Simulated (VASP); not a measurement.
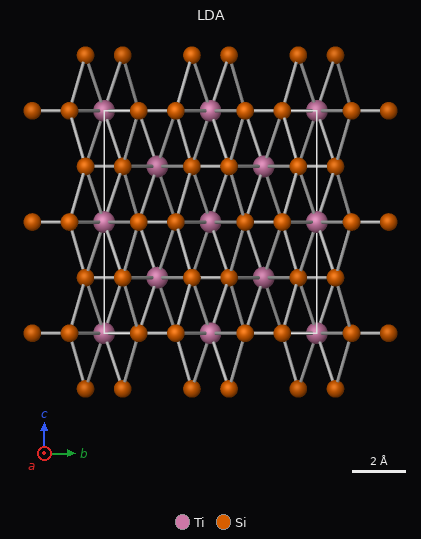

Solid TiSi₂ (set up in Fddd), relaxed (cell and atoms) with several functionals. The picture shows the result with LDA. A ball-and-stick model of the conventional cell (4 times the calculation's cell), seen along the a axis. Lengths and directions refer to the drawn axes.

Computed with VASP 6.6.1: VASP PAW LDA potentials, recommended; VASP PAW PBE potentials, recommended (each functional with its own set). Set-up: plane-wave cutoff 600 eV; k-point mesh 5 × 5 × 5; occupations fermi-dirac; smearing width 0.05 eV; no spin polarisation.

```csv
functional,volume (Å³/atom),a (Å),b (Å),c (Å)
LDA,13.508,4.715,8.110,8.477
rev-vdW-DF2,14.099,4.785,8.241,8.581
RPBE,14.396,4.814,8.300,8.647
PBE,14.159,4.788,8.251,8.602
AM05,?,?,?,?
PW91,14.241,4.799,8.276,8.606
revPBE,14.343,4.807,8.291,8.637
PBEsol,13.789,4.748,8.163,8.538
optB88-vdW,14.347,4.817,8.311,8.601
r2SCAN,13.983,4.764,8.224,8.565
SCAN,13.996,4.777,8.241,8.532
vdW-DF-cx,13.954,4.768,8.202,8.563
BLYP,15.001,4.890,8.484,8.678
```

**One row is withheld. What does the calculation give there?**

With AM05 the volume falls between LDA (13.508) and PBEsol (13.789). The calculation gives 13.678 Å³/atom (a = 4.735 Å, b = 8.129 Å, c = 8.528 Å). In order of volume: LDA < AM05 < PBEsol < vdW-DF-cx < r2SCAN < SCAN < rev-vdW-DF2 < PBE < PW91 < revPBE ≈ optB88-vdW < RPBE < BLYP; the spread is 11.1 %.
